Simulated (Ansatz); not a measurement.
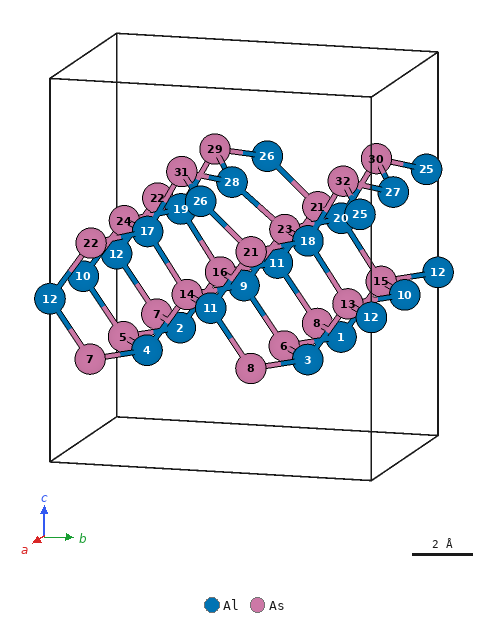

**Figure 1.** The structure as given in the input (ball-and-stick view of the cell of the calculation, with the vacuum cut short, seen slightly off an axis; atoms are numbered from 1 in the order of the input). An atom can appear more than once, as a periodic image. Near neighbours in the periodic cell (some may lie outside the picture): Al has 3 As at 2.40 to 2.45 Å; As has 3 Al at 2.42 to 2.46 Å; Al has 4 As at 2.45 to 2.52 Å; As has 4 Al at 2.40 to 2.52 Å.

AlAs: single-point calculation (part 1 of 2)

The run: single-point calculation of AlAs (slab, 32 atoms in the cell). Method and program: DFT PBE+D3(BJ), scalar-relativistic, plane waves, PAW, no spin polarisation (Ansatz 0.2.0).

The structure derives from an entry of the Crystallography Open Database. It belongs to a series of runs on one base structure; here: the slab at its places in the relaxed adsorbed structure. Figures and captions count atoms from 1; the log counts them from 0 in places.

## Log
```
Engine: ansatz 0.2.0, aarch64-unknown-linux-gnu
Pseudopotentials: kind: paw
Pseudopotential: Al, paw, valence charge 3, recommended cutoff 420 eV (normal), Al.paw.azcp
Pseudopotential: As, paw, valence charge 15, recommended cutoff 420 eV (normal), As.paw.azcp
Functional definition: PBE
  parameter kappa = 0.804
  parameter beta = 0.06672455060314922
  exchange = pbe_x(kappa = kappa, mu = beta*pi^2/3)
  correlation = pbe_c(beta = beta)
Crystal: 32 atoms, lattice volume = 2450.592 Å³
Basis set: ecut = 420 eV, 47885 PW (Γ), exchange–correlation on 108×160×384 points (8 copies of the dense FFT grid, shifted against one another)
Bands: 176, of which v1, the nominal top of the filled ones, is band 144 counted from 1 (143 counted from 0)
Symmetry: 1 space group operations
Space group: P1 (ITA 1), of the structure as read, at distance tolerance 1.3e-4 Å
k-points: 4
Non-local potential: Al, projectors of the file, l = 0: 2, l = 1: 2, l = 2: 1
Non-local potential: As, projectors of the file, l = 0: 2, l = 1: 2, l = 2: 3, l = 3: 1
PAW form: soft (Blöchl's): semilocal exchange-correlation on the pseudo side does not see the compensation charge
PAW one-centre angular grid: Al, 110 points (default); XC on 64 Gauss nodes
PAW one-centre angular grid: As, 590 points (default); XC on 64 Gauss nodes
Initial density: superposition of atomic densities (neutral atoms: chi_scale 0, normalization atom), corrected by the library's trained network
Initial wavefunctions: pseudopotential atomic-orbital guess
Functional: x = pbe(κ = 0.804, μ = 0.2195149727645171), c = pbe(β = 0.06672455060314922)
SCF iter   1: F=—  HF=-86309.721320 eV  |F-HF|=—  |Δ(HF+E_count)|=         —  Δρ=1.28e-3  dr2=1.59e-1  ethr=1.77e-3  p=-0.039 e·Å  D=-2.91e-3 V/Å  ΔV_dip=0.08 eV  dr2_dipole=2.78e-2  V_vac-E_F(+/−)=4.54/4.46 eV  ⟨swp⟩=7.8  Hψ=2914  notcnv=0  defer=14
efield: sawtooth ramp at fractional position 0.8916 (placed from the atoms, in the widest stretch of the axis that holds none; the zero of the levels goes with the place), width 0.0400; the density the first Hamiltonian is built on has a dipole p = -0.039 e·Å; the dipole correction subtracts the counter field D = -2.91e-3 V/Å, which shifts the + side's vacuum level by +0.08 eV against the − side's; the planar-averaged density in the ramp window peaks in size at 3.9e-7 e/Å³
preconditioner: auto → Resta (q_TF=auto, 1.909 Å⁻¹)  ε∞=2.2  [insulator: Δε(μ)=0.974 eV  Ē_g=7.649 eV  σ=0.050 eV  W_gap=1.00  n_scr=298 (ndim 8)  ℏωp=8.5 eV  f_vac=0.643  D(μ)=0.00/eV (n_scr^D=0)  ε∞_Penn≈2.2  vacuum switching on, ρ_ref=4.2e-3 e/Å³]
SCF iter   2: F=—  HF=-86309.726160 eV  |F-HF|=—  |Δ(HF+E_count)|=   4.84e-3  Δρ=8.49e-4  dr2=1.66e-1  ethr=5.52e-5  p=-0.243 e·Å  D=-1.80e-2 V/Å  ΔV_dip=0.48 eV  dr2_dipole=5.67e-2  V_vac-E_F(+/−)=4.79/4.31 eV  ⟨swp⟩=2.8  Hψ=1044  notcnv=0  defer=106
SCF iter   3: F=—  HF=-86309.713611 eV  |F-HF|=—  |Δ(HF+E_count)|=   1.25e-2  Δρ=4.97e-4  dr2=4.60e-2  ethr=5.52e-5  p=-0.077 e·Å  D=-5.71e-3 V/Å  ΔV_dip=0.15 eV  dr2_dipole=1.53e-2  V_vac-E_F(+/−)=4.53/4.38 eV  ⟨swp⟩=2.0  Hψ=761  notcnv=0  defer=106
SCF iter   4: F=—  HF=-86309.711357 eV  |F-HF|=—  |Δ(HF+E_count)|=   2.25e-3  Δρ=2.44e-4  dr2=4.92e-3  ethr=1.60e-5  p=-0.125 e·Å  D=-9.25e-3 V/Å  ΔV_dip=0.25 eV  dr2_dipole=7.39e-4  V_vac-E_F(+/−)=4.57/4.32 eV  ⟨swp⟩=2.0  Hψ=707  notcnv=0  defer=106
SCF iter   5: F=—  HF=-86309.711750 eV  |F-HF|=—  |Δ(HF+E_count)|=   3.92e-4  Δρ=8.94e-5  dr2=4.15e-4  ethr=1.71e-6  p=-0.139 e·Å  D=-1.03e-2 V/Å  ΔV_dip=0.28 eV  dr2_dipole=2.98e-5  V_vac-E_F(+/−)=4.59/4.31 eV  ⟨swp⟩=2.0  Hψ=894  notcnv=0  defer=109
SCF iter   6: F=—  HF=-86309.711915 eV  |F-HF|=—  |Δ(HF+E_count)|=   1.65e-4  Δρ=2.94e-5  dr2=4.95e-5  ethr=1.44e-7  p=-0.143 e·Å  D=-1.05e-2 V/Å  ΔV_dip=0.28 eV  dr2_dipole=1.54e-7  V_vac-E_F(+/−)=4.59/4.30 eV  ⟨swp⟩=2.0  Hψ=850  notcnv=0  defer=109
SCF iter   7: F=—  HF=-86309.712453 eV  |F-HF|=—  |Δ(HF+E_count)|=   5.38e-4  Δρ=1.09e-5  dr2=4.00e-6  ethr=1.72e-8  p=-0.143 e·Å  D=-1.06e-2 V/Å  ΔV_dip=0.29 eV  dr2_dipole=1.43e-8  V_vac-E_F(+/−)=4.59/4.30 eV  ⟨swp⟩=2.0  Hψ=835  notcnv=0  defer=109
SCF iter   8: F=—  HF=-86309.712459 eV  |F-HF|=—  |Δ(HF+E_count)|=   6.53e-6  Δρ=3.90e-6  dr2=1.39e-6  ethr=1.39e-9  p=-0.143 e·Å  D=-1.06e-2 V/Å  ΔV_dip=0.29 eV  dr2_dipole=3.94e-13  V_vac-E_F(+/−)=4.59/4.30 eV  ⟨swp⟩=2.0  Hψ=1155  notcnv=0  defer=109
SCF iter   9: F=—  HF=-86309.712460 eV  |F-HF|=—  |Δ(HF+E_count)|=   4.37e-7  Δρ=1.67e-6  dr2=2.67e-7  ethr=4.83e-10  p=-0.143 e·Å  D=-1.06e-2 V/Å  ΔV_dip=0.29 eV  dr2_dipole=1.51e-10  V_vac-E_F(+/−)=4.59/4.30 eV  ⟨swp⟩=2.0  Hψ=795  notcnv=0  defer=109
SCF iter  10: F=-86309.712460 eV  HF=-86309.712460 eV  |F-HF|=1.18e-8  |Δ(HF+E_count)|=   7.22e-8  Δρ=5.52e-7  dr2=9.46e-9  ethr=3.47e-11  p=-0.143 e·Å  D=-1.06e-2 V/Å  ΔV_dip=0.29 eV  dr2_dipole=1.53e-10  V_vac-E_F(+/−)=4.59/4.30 eV  ⟨swp⟩=18.5  Hψ=3810  notcnv=0
SCF 1 converged in 10 iterations: F = -86309.712460 eV  dr2 = 9.46e-9
  greatest PAW one-centre occupation: 0.999 electrons in one spin orbital (limit 2), on the As atom at site 29 (counted from 0), in its partial waves of l = 2
```

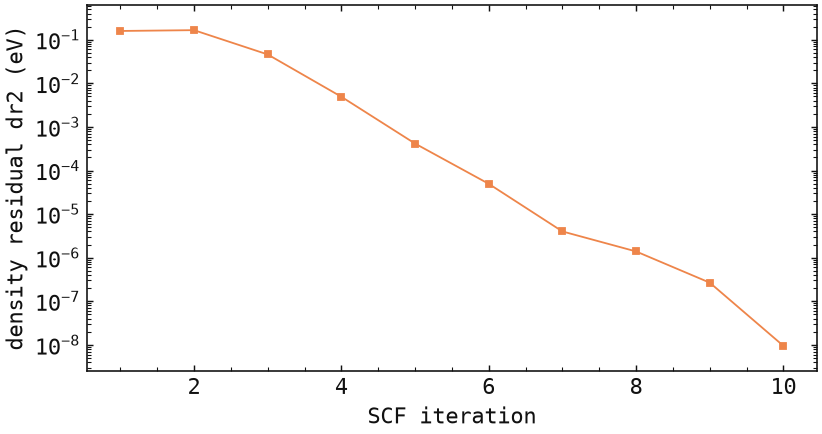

**Figure 2.** Convergence of the self-consistent field: density residual dr2 against the SCF iteration. The residual falls almost steadily, with no more than small rises.

```
SCF converged after 10 iterations
Free energy (F): -86309.712460 eV
Harris-Foulkes:  -86309.712460 eV  (|F-HF|=1.18e-8)
Internal energy: -86309.712460 eV  (E = F + TS)
E sigma→0 (E₀):  -86309.712460 eV
Fermi energy:    -1.062511 eV
Dipole field:    D = -0.010577 V/Å  (p = -0.143241 e·Å, saw-weighted, corrected)
Work function:   Φ+ = 4.5890 eV   Φ− = 4.3034 eV
Levels:          The Fermi level and band energies are counted from a zero that moves with the ramp; work functions are not
--- Per-component energies (eV) ---
  E_band       = -6511.222496
  E_kinetic    = 1999.591889
  E_local      = -219194.328798  (includes V_loc(G=0)·N_el)
  E_nonlocal   = -10560.710720
  E_hartree    = 109653.928341
  E_xc         = -1889.772194
  E_vxc        = -1712.802715  (∫ρ·V_xc dr)
  E_paw        = -36843.254114  (= ΣΔE_a)
  E_vpaw       = 3649.417446  (= ΣTr[D̂ρ^β])
  E_aug_tail   = 0.000092  (compensation charges beyond the density's cutoff)
  E_efield     = 0.000758  (sawtooth field / dipole correction)
  E_vefield    = -0.240512  (∫n·V_field dr)
  E_ewald      = 70532.050100
  E_disp       = -7.217813  (pairwise vdW)
  E_smearing   = -0.000000  (= −TS)
  E_closure    = -0.000000  (closes the sum)
  Σ components = -86309.712460   (vs F -86309.712460, Δ=0.00e0)
--- Forces (eV/Å), atoms counted from 1 ---
  atom   1  Al     0.01162524    -1.05784588     1.34060236
  atom   2  Al     0.00256737    -1.07343331     1.34799641
  atom   3  Al    -0.01171942    -1.05802613     1.34043917
  atom   4  Al    -0.00259439    -1.07283174     1.34806742
  atom   5  As    -0.00001038     0.32628512    -1.26834350
  atom   6  As    -0.00001677     0.33240745    -1.25927301
  atom   7  As    -0.00000451     0.33199352    -1.27025063
  atom   8  As    -0.00003412     0.32625439    -1.22630107
  atom   9  Al     0.00009666     0.41009005     0.11332727
  atom  10  Al    -0.00038205     0.39612821     0.04128425
  atom  11  Al    -0.00017291     0.36534550     0.12576212
  atom  12  Al     0.00016605     0.41397334     0.08235052
  atom  13  As     0.00374515     0.31668094    -0.17720615
  atom  14  As    -0.00207752     0.35300349    -0.20729539
  atom  15  As    -0.00409844     0.31692693    -0.17754938
  atom  16  As     0.00196204     0.35337498    -0.20675844
  atom  17  Al     0.05103404     0.00178387    -0.05485618
  atom  18  Al    -0.01630792     0.03248538     0.02823857
  atom  19  Al    -0.05057338     0.00099665    -0.05451500
  atom  20  Al     0.01625331     0.03277777     0.02868278
  atom  21  As     0.00083884     0.00149277     0.04119973
  atom  22  As    -0.00107783     0.00634231    -0.01009836
  atom  23  As    -0.00059205    -0.01350199    -0.02010555
  atom  24  As     0.00088607     0.05816691     0.02883154
  atom  25  Al     0.00200256    -0.02339273     0.02334535
  atom  26  Al    -0.00150764    -0.18513418    -0.30388103
  atom  27  Al    -0.00165754    -0.03849128     0.04837590
  atom  28  Al     0.00117931     0.05288151    -0.00820416
  atom  29  As    -0.06353989     0.07039365     0.14623713
  atom  30  As    -0.00832814    -0.02273295     0.00516533
  atom  31  As     0.06526299     0.06857877     0.14801527
  atom  32  As     0.00707562    -0.02306187     0.00676118
  max |Σ_I F_I| component: 8.85e-5 eV/Å
--- Band table (eV) ---
  k-point 0: bands = ["-36.1526", "-36.1520", "-36.1468", "-36.1465", "-36.1396", "-36.1389", "-36.1377", "-36.1373", "-36.1337", "-36.1333", "-36.1248", "-36.1244", "-36.1243", "-36.1239", "-36.1215", "-36.1194", "-36.1186", "-36.1176", "-36.1112", "-36.1107", "-36.1095", "-36.1095", "-36.1071", "-36.1051", "-36.1041", "-36.1039", "-36.1000", "-36.0985", "-36.0918", "-36.0905", "-36.0876", "-36.0873", "-36.0861", "-36.0861", "-36.0859", "-36.0841", "-36.0704", "-36.0690", "-36.0632", "-36.0615",
      "-35.7996", "-35.7979", "-35.7867", "-35.7852", "-35.7810", "-35.7798", "-35.7701", "-35.7686", "-35.7684", "-35.7678", "-35.7595", "-35.7580", "-35.7521", "-35.7505", "-35.7477", "-35.7470", "-35.7425", "-35.7420", "-35.7319", "-35.7312", "-35.6471", "-35.6418", "-35.6350", "-35.6299", "-35.6276", "-35.6251", "-35.6224", "-35.6200", "-35.5819", "-35.5683", "-35.5607", "-35.5579", "-35.5566", "-35.5441", "-35.5431", "-35.5352", "-35.5325", "-35.5301", "-35.5222", "-35.5193",
      "-13.1928", "-12.5322", "-12.5064", "-12.3202", "-12.0130", "-11.9356", "-11.9291", "-11.9284", "-11.8681", "-11.6657", "-11.5542", "-11.3141", "-11.3049", "-11.2670", "-11.0542", "-11.0055", "-7.1952", "-6.8478", "-6.8247", "-6.7588", "-6.6604", "-6.5641", "-6.4978", "-6.4226", "-6.3213", "-6.2039", "-6.1252", "-6.0118", "-5.3104", "-5.1312", "-4.7094", "-4.6325", "-4.4327", "-4.4293", "-4.2549", "-4.1161", "-3.9984", "-3.7993", "-3.7978", "-3.6083",
      "-3.5706", "-3.5476", "-3.3981", "-3.1864", "-3.1398", "-3.0034", "-2.9924", "-2.8772", "-2.8044", "-2.7912", "-2.7739", "-2.7691", "-2.4865", "-2.4488", "-2.4437", "-2.3889", "-2.2321", "-2.1966", "-2.0224", "-1.7970", "-1.7543", "-1.7362", "-1.6948", "-1.6685", "-0.5783", "-0.5699", "-0.5673", "-0.5193", "-0.4989", "0.1718", "0.3774", "0.5287", "0.8133", "0.9370", "1.0019", "1.1600", "1.2979", "1.3942", "1.4020", "1.6025",
      "1.6119", "1.6358", "1.8428", "2.0220", "2.1075", "2.1260", "2.3226", "2.4570", "2.5235", "2.5448", "2.7984", "2.8738", "2.9004", "2.9165", "2.9817", "2.9982"]
```
